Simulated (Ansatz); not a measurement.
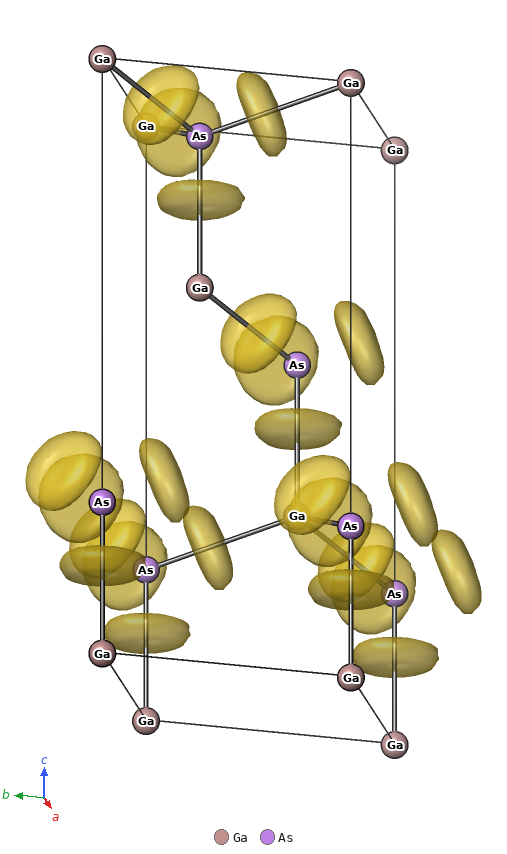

*GaAs. Isosurface of the electron localisation function at 0.7 (yellow), seen at an oblique angle. Only the valence region is drawn (cores and ρ < 0.01 e/Å³ removed). Sticks mark near contacts.*

Space group R3m; started from the zincblende prototype, which need not be the ambient phase; changed on purpose from its base cell (epitaxial 111 strain +4.0%); computed pressure about −4 GPa in this cell.

All numbers below come from Ansatz, DFT, r2SCAN, plane waves, PAW.

What do the ELF domains correspond to?

Answer. At this value the surface marks out twelve regions between bonded As–Ga atoms (shared pairs), counted in one cell of 6 atoms. Any copies at cell faces, edges or corners count once.

Values along the shortest contacts:
Ga–As (2.46 Å): the ELF peaks at about 0.80 between the atoms: localised, covalent bonding. Ga–As (2.52 Å): the ELF peaks at about 0.80 between the atoms: localised, covalent bonding.
